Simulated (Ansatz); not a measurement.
System: C, space group Cmme (No. 67).

Structure:
```
CELL_PARAMETERS angstrom
1.22805 -2.12706 0.00000
1.22805 2.12706 0.00000
0.00000 0.00000 7.17327
ATOMIC_POSITIONS crystal
C 0.08338 0.91662 0.75314
C 0.58338 0.41662 0.24686
C 0.91662 0.08338 0.24686
C 0.41662 0.58338 0.75314
```

Calculation (Ansatz 0.2.0): volume and cell lengths of one structure relaxed by several density functionals; plane waves with PAW datasets, Γ-centred k mesh. All runs: no spin polarisation.

occupations Gaussian; smearing width 0.1 eV.

The space group named is that of the starting cell.

Describe the result: the volume by functional. The cases: PBEsol; PBE; PBE+D3(BJ).

PBE+D3(BJ) gives 8.95 Å³/atom, PBEsol 9.60 Å³/atom and PBE 11.22 Å³/atom.

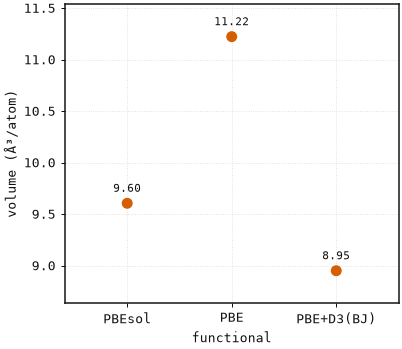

Limits of the calculation: bands overlap; bands touch, and spin-orbit coupling could open a gap; structure snapped to symmetry; weakly bound, no dispersion correction.
